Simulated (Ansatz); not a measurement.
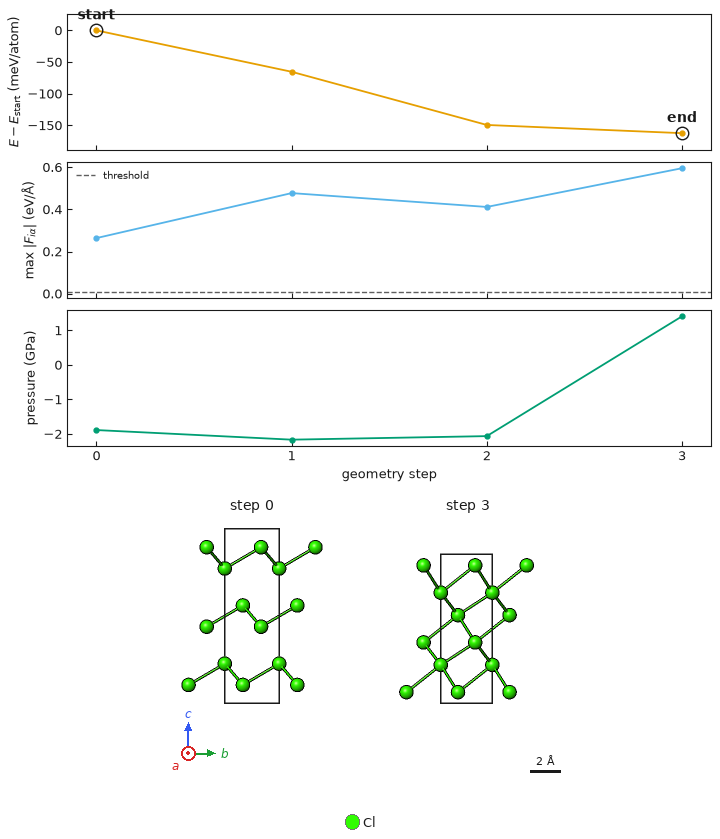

First and last geometry of a relaxation of a crystal of Cl (built on the grey arsenic (A7)_166 type), with the history of the run. Style: ball-and-stick. Shown: the conventional cell (3 times the calculation's cell), along the a axis. Lengths and directions refer to the drawn axes.

Case: grey arsenic (A7) type (R-3m, No. 166).

The calculation used Ansatz, DFT PBE, scalar-relativistic, plane waves, PAW. (plane-wave cutoff 420 eV; k-point mesh 18 × 18 × 18; occupations gaussian; smearing width 0.1 eV; no spin polarisation; cell and atoms relaxed; force threshold 0.01 eV/Å; at most 80 steps)

Q: Read the history and describe the run.

A: The run was cut off at its time limit before the relaxation converged, so the last structure is only a point on the way. The largest moves relative to the cell, 0.30 Å, are those of Cl atoms. The drawn cell changes as follows: a = b 4.199 → 3.982 Å (−5.2 %), c 11.681 → 9.983 Å (−14.5 %); the volume changes by −23.2 %. Among the contacts that change: Cl–Cl 3.462 → 2.747 Å, Cl–Cl 2.811 → 2.934 Å. The space group stays R-3m (No. 166). After 3 geometry steps the energy has fallen by 162 meV per atom. Largest force component: 0.26 eV/Å at the start, 0.6 eV/Å at the end. The pressure goes from −1.89 to 1.41 GPa.
